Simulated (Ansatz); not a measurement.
GaO

The calculation's input:

```
crystal:
  lattice:
    - [2.8335692368, 0.0, 0.0]
    - [0.0, 2.8335692368, 0.0]
    - [0.0, 0.0, 2.8335692368]
  atoms:
    - { symbol: Ga, position: [0.5, 0.5, 0.5] }
    - { symbol: O, position: [0.0, 0.0, 0.0] }
basis:
  ecutwfc: 420
kpoints:
  mp_grid: { grid: [20, 20, 20] }
hamiltonian:
  xc: pbe
scf:
  occupations: { method: gaussian, width: 0.1 }
output:
  forces: true
  stress: true
  eigenvalues: true
  write_density: true
  write_potential: true
  elf: true
  volumetric_format: npy
relax:
  adjacent_minimum: "off"
  f_tol: 0.01
  max_steps: 80
  cell: { stress_tol: 0.05 }
```

Run with:

```sh
ansatz run input.yaml --threads 1 --pin off --max-ram 2560MiB --backend cpu --events-out ev --progress --plain --runs-dir out
```

Below, planes, directions and counts refer to the conventional cell (a = 2.83 Å, b = 2.83 Å, c = 2.83 Å, α = 90.00°, β = 90.00°, γ = 90.00°).

Space group Pm-3m; a structure generated by program, which may or may not match a known phase; computed without spin polarisation.

Method: Ansatz, DFT PBE, scalar-relativistic, plane waves, PAW.

> Predict the valence pseudo-density and electron localisation function between the atoms.

Ga–O (2.45 Å): the density is about 0.25 e/Å³ at the midpoint; the ELF is about 0.20 at the midpoint: no shared electron pair shows on this line.

> Metal or insulator at this level of theory?

It is gapless in this calculation (a metal or semimetal).

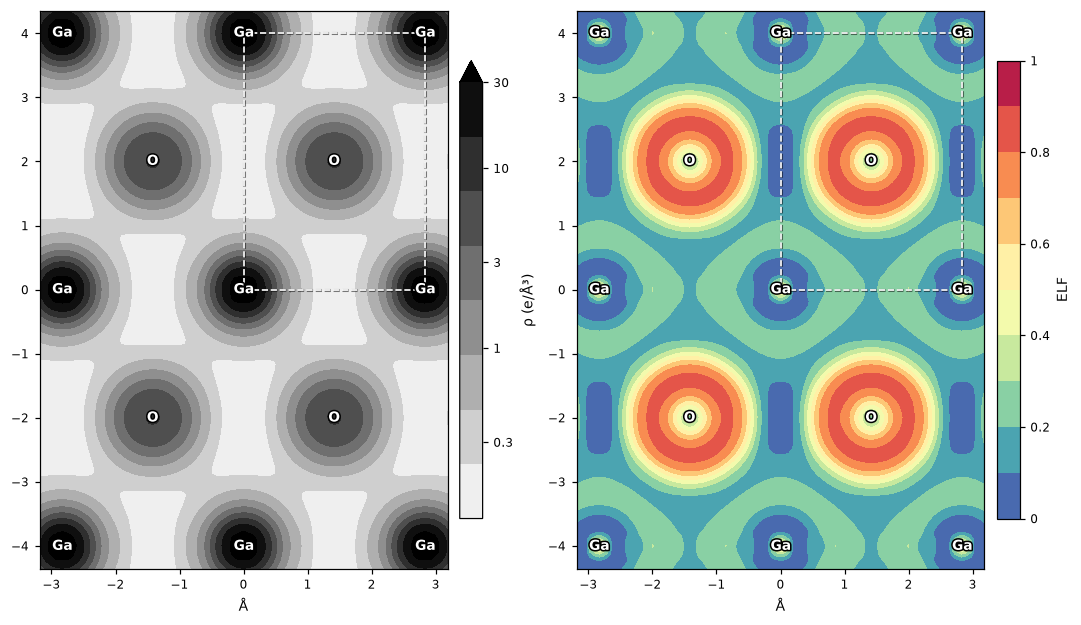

Computed valence pseudo-density and electron localisation function on the (11̄0) plane of the conventional cell, in this order. 
